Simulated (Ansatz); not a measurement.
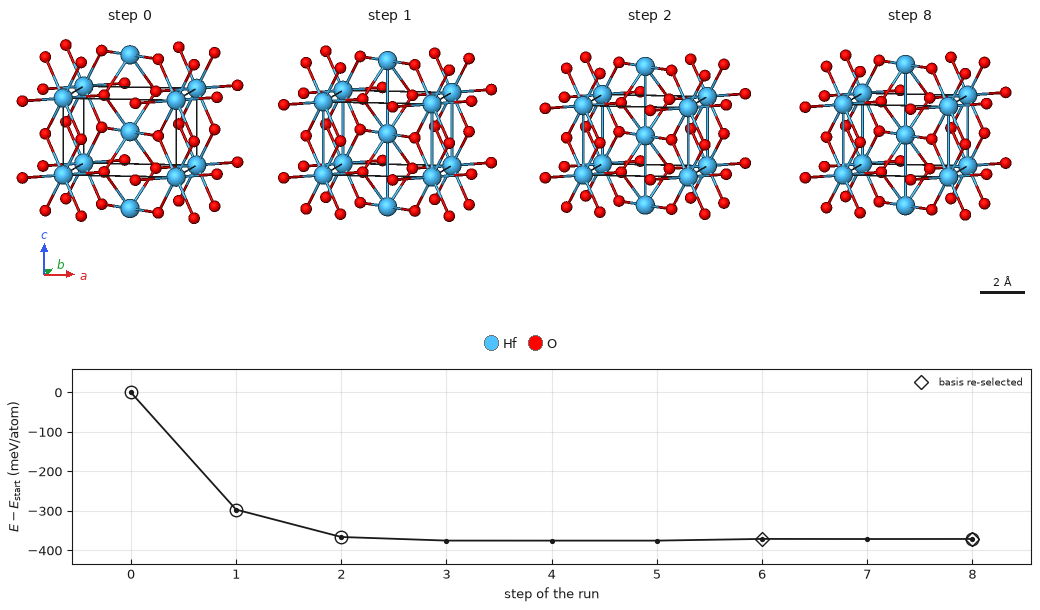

Frames of a relaxation of a crystal of HfO₂ (built on the rutile host type), marked on the history of the run. A ball-and-stick model of the cell of the calculation, seen slightly off an axis.

Method: Ansatz, DFT, PBE, plane waves, PAW.

The input:
```yaml
crystal:
  lattice:
    - [5.23263654, 0.0, 0.0]
    - [0.0, 5.23263654, 0.0]
    - [0.0, 0.0, 3.52241793]
  atoms:
    - { symbol: Hf, position: [0.5, 0.5, 0.5] }
    - { symbol: Hf, position: [0.0, 0.0, 0.0] }
    - { symbol: O, position: [0.1940277, 0.8059723, 0.5] }
    - { symbol: O, position: [0.8059723, 0.1940277, 0.5] }
    - { symbol: O, position: [0.3059723, 0.3059723, 0.0] }
    - { symbol: O, position: [0.6940277, 0.6940277, 0.0] }
kpoints:
  mp_grid: { grid: [4, 4, 6] }
hamiltonian:
  xc: pbe
scf:
  occupations: { method: fermi_dirac, width: 0.02 }
relax:
  f_tol: 0.005
  cell: {}
```

Launched with:
```bash
ansatz run input.yaml --threads 2 --pin off --max-ram 29491MiB --backend cpu --events-out ev --progress --plain --runs-dir out
```

What happens along the run?

Answer. Over 6 accepted moves (8 points after the start) the energy falls by 371 meV per atom. The largest force component goes from 0.32 to under 0.0001 eV/Å. The pressure goes from −29.90 to 0.01 GPa. The SCF was repeated twice at an unchanged geometry on a basis and grid sized afresh for the cell, which shifted the energy by 4.3 meV per atom at most. The largest moves relative to the cell, 0.005 Å, are those of O3, O4, O5 and O6. O5 goes along [−1 −1 0]. Hf stays in place. The volume changes by −20.0 %, with a = b 5.233 → 4.881 Å (−6.7 %), c 3.522 → 3.238 Å (−8.1 %). Some distances before and after: Hf1–Hf1 3.522 → 3.238 Å, Hf1–O5 2.272 → 2.104 Å, Hf1–O3 2.264 → 2.106 Å. The space group stays P4_2/mnm (No. 136). Cost: 22 s on 2 threads of AMD EPYC 7R13 Processor (Zen 3) (shared host), peak memory 0.45 GiB. From step 0 to 1: volume −11.6 %, energy −297 meV per atom. From step 1 to 2: volume −11.7 %, energy −69.3 meV per atom. From step 2 to 8: volume +2.5 %, energy −5.0 meV per atom.

```json
{"step": "0", "E − E(0), meV/atom": "0.00", "largest force component, eV/Å": "0.3178", "pressure, GPa": "-29.90", "volume, Å³/atom": "16.074", "note": ""}
{"step": "1", "E − E(0), meV/atom": "-296.54", "largest force component, eV/Å": "0.0837", "pressure, GPa": "-16.57", "volume, Å³/atom": "14.202", "note": ""}
{"step": "2", "E − E(0), meV/atom": "-365.88", "largest force component, eV/Å": "0.2191", "pressure, GPa": "7.19", "volume, Å³/atom": "12.539", "note": ""}
{"step": "3", "E − E(0), meV/atom": "-375.00", "largest force component, eV/Å": "0.0224", "pressure, GPa": "-0.25", "volume, Å³/atom": "12.908", "note": ""}
{"step": "4", "E − E(0), meV/atom": "-375.08", "largest force component, eV/Å": "0.0045", "pressure, GPa": "0.03", "volume, Å³/atom": "12.892", "note": ""}
{"step": "5", "E − E(0), meV/atom": "-375.08", "largest force component, eV/Å": "0.0005", "pressure, GPa": "0.01", "volume, Å³/atom": "12.894", "note": ""}
{"step": "6", "E − E(0), meV/atom": "-370.78", "largest force component, eV/Å": "0.0001", "pressure, GPa": "-0.64", "volume, Å³/atom": "12.894", "note": "same geometry, new basis"}
{"step": "7", "E − E(0), meV/atom": "-371.04", "largest force component, eV/Å": "0.0000", "pressure, GPa": "0.02", "volume, Å³/atom": "12.853", "note": ""}
{"step": "8", "E − E(0), meV/atom": "-370.89", "largest force component, eV/Å": "0.0001", "pressure, GPa": "0.01", "volume, Å³/atom": "12.853", "note": "same geometry, new basis"}
```
